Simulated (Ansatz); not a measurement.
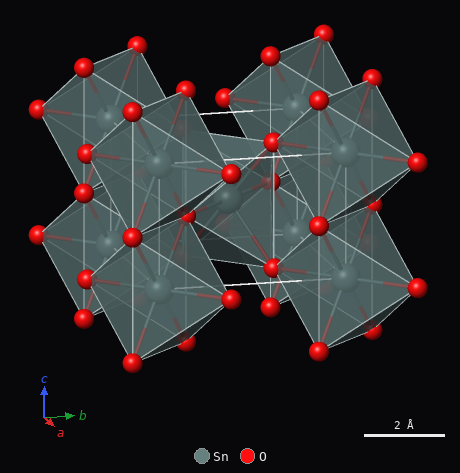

This is a crystal of SnO₂ (built on the rutile type). The picture is a polyhedral view of the cell of the calculation, seen slightly off an axis.

These are results of DFT PBE, scalar-relativistic, plane waves, PAW (Ansatz 0.2.0), not measurements. Settings: plane-wave cutoff 420 eV; k-point mesh 6 × 6 × 10; occupations gaussian; smearing width 0.05 eV; no spin polarisation.

Now this is done to it. The cell is strained by +1.5 % along [1 1 0], −1.5 % along [1 −1 0], none along the third axis (volume 0.0 %), the atoms keeping their fractional coordinates. No relaxation follows.

Question: Predict the response.

Answer: Near-neighbour distances before and after: O–Sn 2.091 → 2.062 to 2.124 Å. The space group (tolerance 0.01 Å) goes from P4_2/mnm (No. 136) to Cmmm (No. 65). Energy change: +6.3 meV per atom. Pressure: 0.0 GPa before, 0.2 GPa after. The principal stresses (compression positive) are 5.6 GPa along [1 −1 0], 0.2 GPa along c, −5.1 GPa along [1 1 0]. The largest forces, 0.081 eV/Å, act on 2 O atoms of the calculation's cell. The gap on the k-mesh stays at 0.68 eV.

The changed structure in the same view:

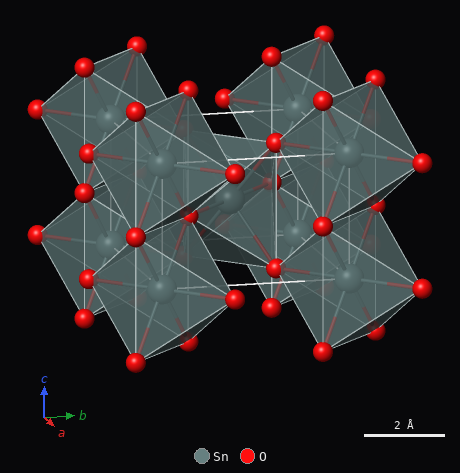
